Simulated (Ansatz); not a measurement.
# Run report: SnO, geometry relaxation (part 3 of 3)

SnO (4 atoms in the cell); DFT, PBE, plane waves, PAW, no spin polarisation (Ansatz 0.2.0); cutoff 420 eV, 8×14×12 k-mesh, Gaussian smearing of 0.1 eV. The structure was built on a prototype by a generator; it need not be a known phase. Some settings of this run were made unusual or wrong on purpose.

Geometry of the input (Å; fractional positions):
```
5.9050  0.0000  0.0000
0.0000  3.3060  0.0000
0.0000  0.0000  3.7859
Sn 0.7500  0.0000  0.6118
Sn 0.2500  0.0000  0.3882
O  0.7500  0.5000  0.9379
O  0.2500  0.5000  0.0621
```

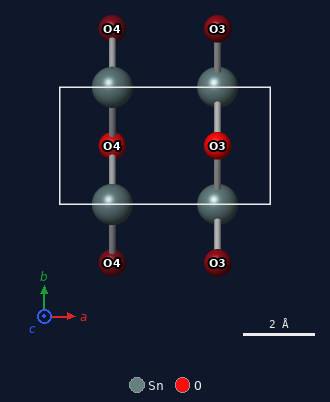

**Figure 1.** The geometry at step 11 of the log (ball-and-stick view of the cell of the calculation, along the c axis; neighbours outside the cell are drawn fainter; atoms are numbered from 1 in the order of the input).

**Outcome**

```json
{"quantity": "outcome", "value": "converged"}
{"quantity": "space group (tolerance 0.01 Å)", "value": "Pmma (51)"}
{"quantity": "electrons treated", "value": "40"}
{"quantity": "free energy", "value": "−13181.7840 eV"}
{"quantity": "Fermi energy", "value": "7.751 eV"}
{"quantity": "gap on the k-point mesh", "value": "none (metallic)"}
{"quantity": "pressure", "value": "0.02 GPa"}
{"quantity": "final volume", "value": "76.92 Å³"}
{"quantity": "largest force (length of the vector) at the end", "value": "0.009 eV/Å"}
{"quantity": "final cell", "value": "a = 5.947 Å, b = 3.307 Å, c = 3.910 Å, α = 90.00°, β = 90.00°, γ = 90.00°"}
{"quantity": "hardware", "value": "1 thread of Intel Xeon (Granite Rapids), 192 GiB of memory available, shared host"}
{"quantity": "wall time", "value": "3.8 min"}
{"quantity": "peak memory", "value": "0.74 GiB"}
```

**Remarks**

This input holds a deliberate fault: a density cutoff under the waves' (`basis.ecutrho_ratio`). The run converged; whether the setting changed the result can't be told without a sound run beside it. Warnings of the run: the cutoff is below the recommended one.
